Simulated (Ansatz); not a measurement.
## Single-point calculation of PtSe₂ (part 1 of 2)

System: PtSe₂ (slab, 3 atoms in the cell).
Method: DFT, HSE06, plane waves, PAW, no spin polarisation (Ansatz 0.2.0).

The geometry comes from this level: r2SCAN. Figures and captions count atoms from 1; the log counts them from 0 in places.

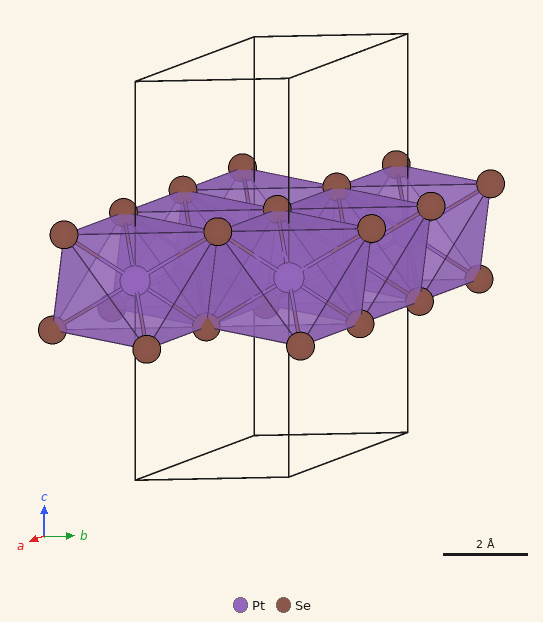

Figure 1. The structure (polyhedral view of the 2 × 1 repeat of the cell, with the vacuum cut short, seen slightly off an axis; polyhedra are completed across the faces of the cell).

**The input**
```yaml
crystal:
  lattice:
    - [3.7027862523, 0.0, 0.0]
    - [-1.8513931261, 3.2067069593, 0.0]
    - [0.0, 0.0, 30.0620632936]
  atoms:
    - { symbol: Pt, position: [0.0, 0.0, 0.2993806484] }
    - { symbol: Se, position: [0.3333333333, 0.6666666667, 0.3432360092] }
    - { symbol: Se, position: [0.6666666667, 0.3333333333, 0.2555252876] }
  periodic: [true, true, false]
kpoints:
  mp_grid: { grid: [6, 6, 1] }
  band_path:
    path:
      - [0.0, 0.0, 0.0]
      - [0.5, 0.0, 0.0]
      - [0.3333333333, 0.3333333333, 0.0]
      - [-0.083333, 0.041667, 0.0]
      - [0.0, 0.229167, 0.0]
      - [0.2, 0.0, 0.0]
    npoints: 1
hamiltonian:
  xc: hse06
scf:
  occupations: { method: fixed }
  n_extra_bands: 4
output:
  forces: true
  stress: true
  eigenvalues: true
  write_density: true
  write_potential: true
  elf: true
  volumetric_format: npy
```

Command:
```bash
ansatz run input.yaml --threads 4 --pin off --max-ram 7372MiB --backend cpu --events-out ev --progress --plain --runs-dir out
```

**The program's output**
```
Warning: output.stress: scf.convergence.dr2_threshold = 1e-7 eV (the SCF's general default) is looser than the 3e-10 eV advised for a printed stress (1e-10 eV for each atom of the cell: 3). What an SCF threshold leaves in a stress goes as its square root, and in the free energy as the threshold itself, and one threshold admits the most on a small cell: of the crystals measured, under no hybrid functional and no lock of the moments, on runs that ended without the residual-converged pass, on stresses that held no estimate of that error, the worst erred by over 100 MPa in a component at 1e-7 eV an atom and by under 5 at 1e-10. Set scf.convergence.dr2_threshold to 3e-10 eV or tighter. The threshold is an SCF's pass mark: one that does not reach it within its budget of iterations ends unconverged, or closes short of it on a stop that the run arms, and scf.convergence.dr2_threshold's page says what that costs each kind of run
Warning: output.stress: scf.exx.energy_threshold = 1e-6 eV is looser than the 3e-8 eV advised for a stress under a hybrid functional (1e-8 eV for each atom of the cell: 3). Every SCF of the exchange loop can meet its threshold on dr2 while the loop round them stops early: no threshold on dr2 bounds what that leaves in the stress. Set scf.exx.energy_threshold to 3e-8 eV or tighter. The threshold is the loop's pass mark: a loop that does not reach it within its budget of cycles ends unconverged, and scf.exx.energy_threshold's page has the law
scf.n_extra_bands = 4 over 25 filled bands (N_el = 50.0): the run solves 29 bands
Engine: ansatz 0.2.0, aarch64-unknown-linux-gnu
Pseudopotentials: kind: paw
Pseudopotential: Pt, paw, valence charge 18, recommended cutoff 420 eV (normal), Pt.paw.azcp
Pseudopotential: Se, paw, valence charge 16, recommended cutoff 420 eV (normal), Se.paw.azcp
Functional definition: HSE06
  parameter a = 0.25
  parameter omega = 0.11/bohr
  exchange = pbe_x - a*pbe_x_sr(omega) + a*exact_x_sr(omega)
  correlation = pbe_c
davidson cushion auto → on  (no smearing: the cushion is to keep the highest requested band from converging to the state above it; pin scf.eigensolver.cushion to override)
Crystal: 3 atoms, lattice volume = 356.949 Å³
Basis set: ecut = 420 eV, 7025 PW (Γ), exchange–correlation on 50×50×432 points (8 copies of the dense FFT grid, shifted against one another)
Bands: 29, of which v1, the nominal top of the filled ones, is band 25 counted from 1 (24 counted from 0)
Symmetry: 12 space group operations
Space group: P-3m1 (ITA 164), of the structure as read, at distance tolerance 7.1e-5 Å
k-points: 7 of 36
Non-local potential: Pt, projectors of the file, l = 0: 3, l = 1: 2, l = 2: 2, l = 3: 1
Non-local potential: Se, projectors of the file, l = 0: 2, l = 1: 2, l = 2: 3, l = 3: 1
PAW form: soft (Blöchl's): semilocal exchange-correlation on the pseudo side does not see the compensation charge
PAW frozen core: Pt, regenerated for the run's functional, and the local potential with it (the file was generated under x = pbe(κ = 0.804, μ = 0.2195149727645171), c = pbe(β = 0.06672455060314922))
PAW frozen core: Se, regenerated for the run's functional, and the local potential with it (the file was generated under x = pbe(κ = 0.804, μ = 0.2195149727645171), c = pbe(β = 0.06672455060314922))
PAW one-centre angular grid: Pt, 590 points (default); XC on 64 Gauss nodes
PAW one-centre angular grid: Se, 590 points (default); XC on 64 Gauss nodes
Initial density: superposition of atomic densities (neutral atoms: chi_scale 0, normalization atom), corrected by the library's trained network
Initial wavefunctions: pseudopotential atomic-orbital guess
Functional: x = pbe(κ = 0.804, μ = 0.2195149727645171), c = pbe(β = 0.06672455060314922), warm-up for x = pbe(κ = 0.804, μ = 0.2195149727645171) + 0.25 (exact − pbe) at short range (hse, ω = 0.20786987370883472 Å⁻¹), c = pbe(β = 0.06672455060314922); HSE06 as pw.x's `hse` composes it (authors' and Libxc's form: `xc: wpbeh`)
SCF iter   1: F=—  HF=-23462.352956 eV  |F-HF|=—  |Δ(HF+E_count)|=         —  Δρ=2.45e-3  dr2=2.69e-2  ethr=1.77e-3  ⟨swp⟩=16.1  Hψ=973  notcnv=2
preconditioner: auto → none  [insulator: Δε(μ)=1.693 eV  Ē_g=8.796 eV  n_scr=24 (ndim 8)  ℏωp=9.2 eV  f_vac=0.791]
SCF iter   2: F=—  HF=-23462.359702 eV  |F-HF|=—  |Δ(HF+E_count)|=   6.75e-3  Δρ=2.70e-3  dr2=5.72e-2  ethr=5.39e-5  ⟨swp⟩=5.4  Hψ=625  notcnv=0  defer=5
iter 3 solved again at ethr=1.28e-6 eV; its pass at ethr=5.39e-5 eV (dr2=6.42e-4 eV) is discarded
SCF iter   3: F=—  HF=-23462.349674 eV  |F-HF|=—  |Δ(HF+E_count)|=   1.00e-2  Δρ=4.45e-4  dr2=6.53e-4  ethr=1.28e-6  ⟨swp⟩=4.3  Hψ=1047  notcnv=0  defer=3
SCF iter   4: F=-23462.349812 eV  HF=-23462.349774 eV  |F-HF|=3.75e-5  |Δ(HF+E_count)|=   1.00e-4  Δρ=1.24e-4  dr2=2.55e-5  ethr=1.28e-6  ⟨swp⟩=4.1  Hψ=511  notcnv=0  defer=9
SCF 1 stopped early in 4 iterations: F = -23462.349812 eV  dr2 = 2.55e-5
  greatest PAW one-centre occupation: 1.000 electrons in one spin orbital (limit 2), on the Pt atom at site 0 (counted from 0), in its partial waves of l = 0
Initial density: handed on by an earlier stage of this run
Initial wavefunctions: those handed on with the density
Functional: x = pbe(κ = 0.804, μ = 0.2195149727645171) + 0.25 (exact − pbe) at short range (hse, ω = 0.20786987370883472 Å⁻¹), c = pbe(β = 0.06672455060314922); HSE06 as pw.x's `hse` composes it (authors' and Libxc's form: `xc: wpbeh`)
Exchange kernel: α = 0.2500, screened, ω = 0.2079 Å⁻¹, Wigner–Seitz truncation, v(0) = 1046.4895 eV·Å³, q-mesh 6×6×1, nearest image of the exchange supercell L = 22.22 Å, pair-density grid 24×24×216, without the augmentation charges, whose exchange is taken in its separable form by FFT convolution over the k-point mesh (the finest that the files' search goes to), smooth part of the exact exchange by density-matrix convolution
Frozen-core exchange: fock
SCF iter   1: F=—  HF=-23467.597632 eV  |F-HF|=—  |Δ(HF+E_count)|=         —  Δρ=2.84e-3  dr2=1.07e-2  ethr=5.11e-7  ⟨swp⟩=14.6  Hψ=1174  notcnv=0
preconditioner: auto → none  [insulator: Δε(μ)=2.153 eV  Ē_g=10.163 eV  n_scr=24 (ndim 8)  ℏωp=9.2 eV  f_vac=0.791]
SCF iter   2: F=—  HF=-23467.587743 eV  |F-HF|=—  |Δ(HF+E_count)|=   9.89e-3  Δρ=1.36e-3  dr2=2.47e-3  ethr=5.11e-7  ⟨swp⟩=4.7  Hψ=822  notcnv=0  defer=1
SCF iter   3: F=—  HF=-23467.587270 eV  |F-HF|=—  |Δ(HF+E_count)|=   4.74e-4  Δρ=3.95e-4  dr2=1.47e-3  ethr=5.11e-7  ⟨swp⟩=3.9  Hψ=660  notcnv=0  defer=1
SCF iter   4: F=—  HF=-23467.601693 eV  |F-HF|=—  |Δ(HF+E_count)|=   1.44e-2  Δρ=5.26e-4  dr2=3.25e-4  ethr=2.98e-7  ⟨swp⟩=5.7  Hψ=847  notcnv=0  defer=5
SCF iter   5: F=—  HF=-23467.601590 eV  |F-HF|=—  |Δ(HF+E_count)|=   1.03e-4  Δρ=7.85e-5  dr2=6.59e-5  ethr=2.98e-7  ⟨swp⟩=3.3  Hψ=586  notcnv=0
SCF iter   6: F=—  HF=-23467.601986 eV  |F-HF|=—  |Δ(HF+E_count)|=   3.97e-4  Δρ=1.02e-4  dr2=1.58e-5  ethr=1.49e-8  ⟨swp⟩=5.7  Hψ=776  notcnv=0  defer=4
SCF iter   7: F=-23467.601982 eV  HF=-23467.601982 eV  |F-HF|=9.30e-8  |Δ(HF+E_count)|=   3.94e-6  Δρ=5.29e-6  dr2=2.14e-6  ethr=1.49e-8  ⟨swp⟩=3.9  Hψ=523  notcnv=0  defer=1
SCF 2 stopped early in 7 iterations: F = -23467.601982 eV  dr2 = 2.14e-6
  Residual-converged pass: ⟨swp⟩=4.1  Hψ=799  notcnv=0  max |occ|·‖R‖ = 6.3e-6 eV (tolerance 6.7e-6 eV)  dr2=2.15e-6  dr2_onsite=1.62e-8  max |Δocc| = 0.0e0
hybrid outer 1: dexx = +1.791e-2 eV, tail = 1.68e-4 eV
Exchange kernel: α = 0.2500, screened, ω = 0.2079 Å⁻¹, Wigner–Seitz truncation, v(0) = 1046.4895 eV·Å³, q-mesh 6×6×1, nearest image of the exchange supercell L = 22.22 Å, pair-density grid 24×24×216, without the augmentation charges, whose exchange is taken in its separable form by FFT convolution over the k-point mesh (the finest that the files' search goes to), smooth part of the exact exchange by density-matrix convolution
Frozen-core exchange: fock
SCF iter   1: F=—  HF=-23467.602461 eV  |F-HF|=—  |Δ(HF+E_count)|=         —  Δρ=4.48e-5  dr2=2.19e-6  ethr=1.68e-6  ⟨swp⟩=4.0  Hψ=469  notcnv=0
preconditioner: auto → none  [insulator: Δε(μ)=2.214 eV  Ē_g=10.179 eV  n_scr=24 (ndim 8)  ℏωp=9.2 eV  f_vac=0.792]
SCF iter   2: F=—  HF=-23467.602464 eV  |F-HF|=—  |Δ(HF+E_count)|=   3.58e-6  Δρ=1.53e-5  dr2=5.55e-7  ethr=3.86e-9  ⟨swp⟩=4.7  Hψ=805  notcnv=0
SCF iter   3: F=—  HF=-23467.602466 eV  |F-HF|=—  |Δ(HF+E_count)|=   1.86e-6  Δρ=7.62e-6  dr2=1.25e-7  ethr=5.10e-10  ⟨swp⟩=5.0  Hψ=685  notcnv=0  defer=7
SCF iter   4: F=—  HF=-23467.602466 eV  |F-HF|=—  |Δ(HF+E_count)|=   2.25e-8  Δρ=1.76e-6  dr2=2.16e-8  ethr=1.90e-10  ⟨swp⟩=4.0  Hψ=541  notcnv=0  defer=7
SCF iter   5: F=—  HF=-23467.602466 eV  |F-HF|=—  |Δ(HF+E_count)|=   7.60e-8  Δρ=2.11e-6  dr2=2.79e-8  ethr=1.59e-11  ⟨swp⟩=5.6  Hψ=714  notcnv=0  defer=9
SCF iter   6: F=—  HF=-23467.602466 eV  |F-HF|=—  |Δ(HF+E_count)|=   6.80e-9  Δρ=7.37e-7  dr2=2.52e-9  ethr=1.59e-11  ⟨swp⟩=3.9  Hψ=548  notcnv=0  defer=3
SCF iter   7: F=-23467.602466 eV  HF=-23467.602466 eV  |F-HF|=1.16e-10  |Δ(HF+E_count)|=   2.60e-9  Δρ=3.57e-7  dr2=2.42e-10  ethr=4.08e-12  ⟨swp⟩=4.6  Hψ=642  notcnv=0  defer=9
SCF 3 converged in 7 iterations: F = -23467.602466 eV  dr2 = 2.42e-10
  Residual-converged pass: ⟨swp⟩=4.1  Hψ=512  notcnv=0  max |occ|·‖R‖ = 5.0e-7 eV (tolerance 5.4e-7 eV)  dr2=2.40e-10  dr2_onsite=2.12e-11  max |Δocc| = 0.0e0
hybrid outer 2: dexx = +3.132e-6 eV, tail = 9.46e-8 eV, Δε = 3.10e-3 eV (about 1.16e-4 eV left of the loop's levels), ΔF = 6.33e-3 eV/Å (tail 1.45e-3)
Exchange kernel: α = 0.2500, screened, ω = 0.2079 Å⁻¹, Wigner–Seitz truncation, v(0) = 1046.4895 eV·Å³, q-mesh 6×6×1, nearest image of the exchange supercell L = 22.22 Å, pair-density grid 24×24×216, without the augmentation charges, whose exchange is taken in its separable form by FFT convolution over the k-point mesh (the finest that the files' search goes to), smooth part of the exact exchange by density-matrix convolution
Frozen-core exchange: fock
SCF iter   1: F=—  HF=-23467.602467 eV  |F-HF|=—  |Δ(HF+E_count)|=         —  Δρ=2.06e-6  dr2=3.60e-9  ethr=9.46e-10  ⟨swp⟩=5.1  Hψ=484  notcnv=0
preconditioner: auto → none  [insulator: Δε(μ)=2.215 eV  Ē_g=10.180 eV  n_scr=24 (ndim 8)  ℏωp=9.2 eV  f_vac=0.792]
SCF iter   2: F=-23467.602467 eV  HF=-23467.602467 eV  |F-HF|=2.33e-10  |Δ(HF+E_count)|=   1.12e-9  Δρ=3.93e-7  dr2=5.49e-10  ethr=6.80e-12  ⟨swp⟩=4.6  Hψ=745  notcnv=0
SCF 4 converged in 2 iterations: F = -23467.602467 eV  dr2 = 5.49e-10
  Residual-converged pass: ⟨swp⟩=2.9  Hψ=412  notcnv=0  max |occ|·‖R‖ = 1.4e-6 eV (tolerance 1.4e-6 eV)  dr2=5.49e-10  dr2_onsite=2.03e-10  max |Δocc| = 0.0e0
```

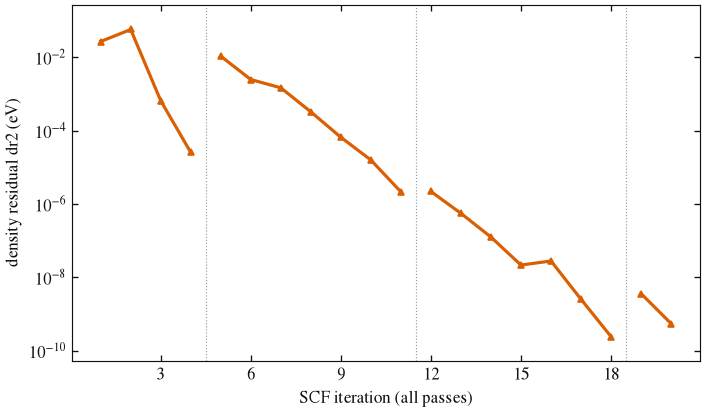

Figure 2. Convergence of the self-consistent field: density residual dr2 against the SCF iteration. The run starts with a semilocal functional; after that each stretch between dotted lines is one SCF of the hybrid functional between two exact rebuilds of the exchange operator by the outer loop. Early passes are stopped at a loose threshold. The passes take 4, 7, 7 and 2 iterations.

```
hybrid outer 3: dexx = +2.091e-9 eV, tail = 1.54e-9 eV, Δε = 1.19e-4 eV (about 2.31e-5 eV left of the loop's levels), ΔF = 3.93e-4 eV/Å (tail 2.52e-4)
NSCF: frozen V_eff on 6 k-points
hybrid SCF converged: 3 outer / 16 inner (+4 warm-up), last move |dexx| = 2.09e-9 eV, tail = 1.54e-9 eV
Stability not checked: this state was not tested for a lower state beside it, because the functional holds exact exchange (a hybrid, or Hartree-Fock), whose exchange loop this test does not read (fock_operator; see scf.lower_state_search)
Free energy (F): -23467.602467 eV
Frozen-core exchange: fock
Harris-Foulkes:  -23467.602467 eV  (|F-HF|=2.33e-10)
Internal energy: -23467.602467 eV  (E = F + TS)
E sigma→0 (E₀):  -23467.602467 eV
Fermi energy:    -6.125235 eV
```
